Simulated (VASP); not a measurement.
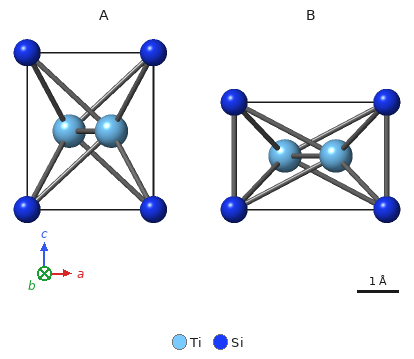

Two geometries of crystalline Ti2Si (a generated structure, set up in P6/mmm), drawn at one scale. One is the start of a relaxation, the other its converged end. A ball-and-stick model of the cell of the calculation, seen along the b axis.

These are results of VASP 6.6.1, Kohn-Sham DFT of a periodic cell, PBE, VASP PAW PBE potentials, recommended, not measurements. Settings: plane-wave cutoff 520 eV; k-point mesh 7 × 7 × 5; occupations gaussian; smearing width 0.15 eV; no spin polarisation.

Which one is relaxed?

Answer. Structure B is the relaxed one. The run lets cell and atoms move. The energy falls by 1345 meV per atom in 9 geometry steps. All forces vanish by symmetry, so only the cell relaxes. Pressure: 16.31 GPa at the start and 0.13 GPa at the end. The atoms keep their places relative to the cell (all moves are under 0.005 Å). Cell: a = b 3.632 → 4.389 Å (+20.8 %), c 3.905 → 2.670 Å (−31.6 %). Volume −0.2 %. Near-neighbour distances that change, for instance: Ti–Ti 3.905 → 2.670 Å, Si–Si 3.905 → 2.670 Å, Ti–Ti 2.097 → 2.534 Å. The space group stays P6/mmm (No. 191).
